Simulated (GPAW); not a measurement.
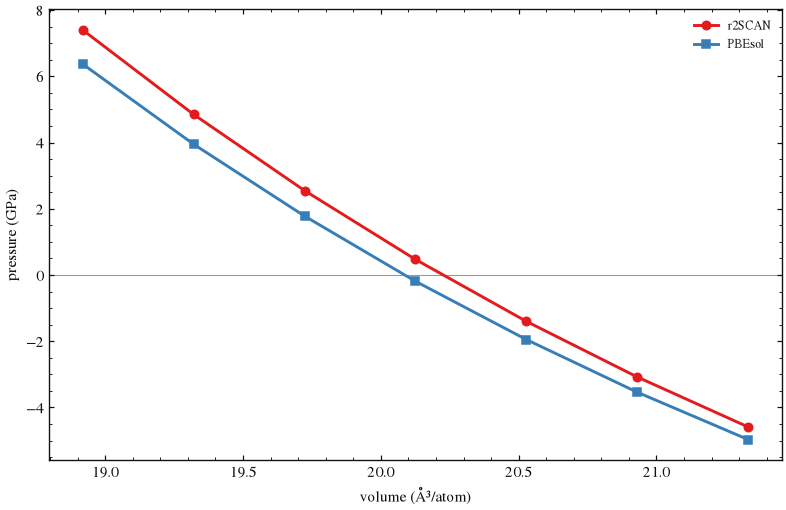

The figure shows the pressure against volume, with one curve for each functional, for Si (space group P6_3/mmc).

Method: PAW DFT in plane waves, on a grid or in atomic orbitals, no spin polarisation; energies at scaled volumes of the given cell, shape and fractions fixed, counted from the fit's minimum, third-order Birch-Murnaghan fit (GPAW 26.7.0). All runs: no spin polarisation.

occupations Fermi–Dirac; smearing width 0.05 eV; wave cutoff 600 eV.

Settings that differ: r2SCAN: k mesh 7×7×4, potentials GPAW-PAW-data-sets-(gpaw-data-1.2.1); PBEsol: k mesh 8×8×4, potentials PAW-data-sets-made-by gpaw-setup-for-the-functional.

Order the curves by fitted equilibrium volume, smallest first.

Answer. PBEsol 20.086, r2SCAN 20.225 Å³/atom.

Order the curves by fitted bulk modulus, smallest first.

Answer. PBEsol 93.7, r2SCAN 96.3 GPa.

For r2SCAN: what does the pressure do across the range?

Answer. It falls from 7.40 GPa at volume 18.92 Å³/atom to −4.59 GPa at 21.33 Å³/atom, and changes sign near 20.23 Å³/atom.

Note: shape and atomic fractions are frozen while scaling, which makes layered, chain and framework solids too stiff.
